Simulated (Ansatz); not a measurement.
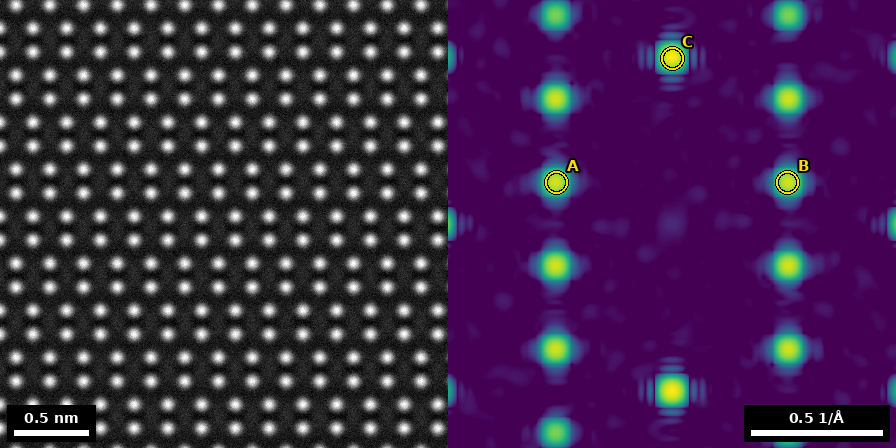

Phase-contrast TEM-like image of a crystal. Simulated in the weak-phase-object approximation with neutral-atom potentials: 300 kV, Cs = −13 µm, defocus +61 Å (negative is underfocus), defocus spread 15 Å, aperture 1.52 1/Å. Shot noise was added.

The right panel is the modulus of the image's Fourier transform on a logarithmic scale.

Which lattice spacings do the marked spots stand for, and what angle do A and B enclose?

Answer. A: 2.1 Å, B: 2.1 Å, C: 1.6 Å; A and B enclose about 141°.

The crystal is Ni (I4_1/amd, No. 141) along [111]; the spots are (-1 0 1), (0 1 -1) and (-2 2 0). Structure used: coordinates from a relaxation with DFT PBE, scalar-relativistic, plane waves, PAW (Ansatz 0.2.0); the starting structure was generated, so it need not be a known form of this composition.
